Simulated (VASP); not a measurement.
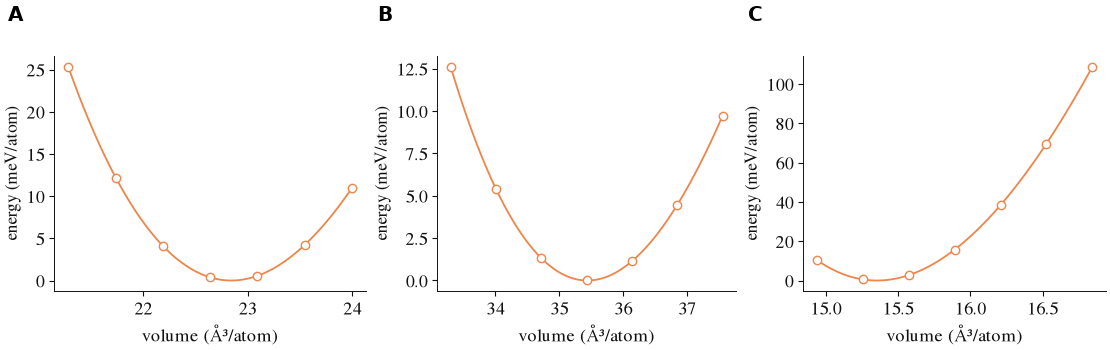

Each panel shows the energy against volume for one of these solids: Cs₂AgBiBr₆, Fm-3m (No. 225); Ge, Fd-3m (No. 227); Mo, Im-3m (No. 229).

Method: plane-wave DFT, no spin polarisation; energies at scaled volumes of the given cell, shape and fractions fixed, counted from the fit's minimum, third-order Birch-Murnaghan fit (VASP 6.6.1). Level: PBEsol.

Question: Match the panels to the solids.

Answer: A is Ge (energy from 0.41 meV/atom to 25.33 meV/atom, V0 22.84 Å³/atom, B0 66.2 GPa); B is Cs₂AgBiBr₆ (energy from 0.00 meV/atom to 12.61 meV/atom, V0 35.44 Å³/atom, B0 27.7 GPa); C is Mo (energy from 1 meV/atom to 109 meV/atom, V0 15.35 Å³/atom, B0 284 GPa).

For Cs₂AgBiBr₆, limits of the calculation: spin-orbit coupling left out, heavy elements.
